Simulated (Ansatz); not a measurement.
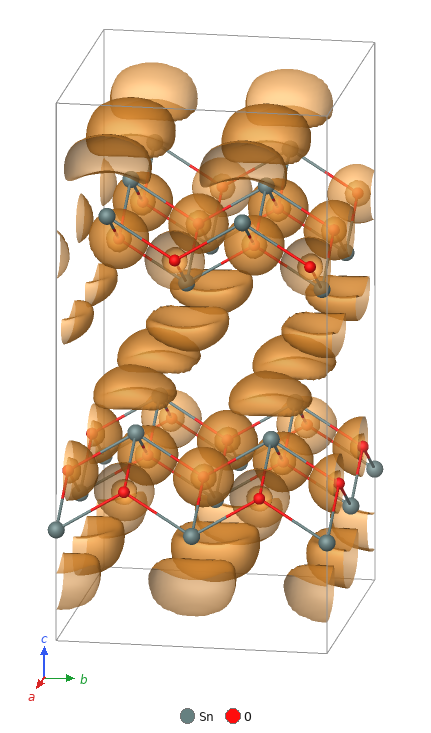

*SnO (slab). Isosurface of the electron localisation function at 0.7 (orange), seen slightly off an axis. Core shells and regions of very low density are left out. Sticks mark near contacts.*

PAW files of the earlier set (soft_1).

Method: DFT PBE+D3(BJ), scalar-relativistic, plane waves, PAW (Ansatz 0.2.0).

What do the ELF domains correspond to?

Answer. The surface consists of four lobes on Sn, pointing away from the bonds (lone pairs) and four regions wrapped around O (the valence shell of each), counted in one cell of 8 atoms. Counts are for one cell; the picture repeats the cell along the surface. Along the contacts the grid gives the following. Sn–O (2.25 Å): the ELF peaks at about 0.85 in the valence shell of O, 0.6 Å from its nucleus, and is about 0.20 at the midpoint; no shared electron pair shows on this line.
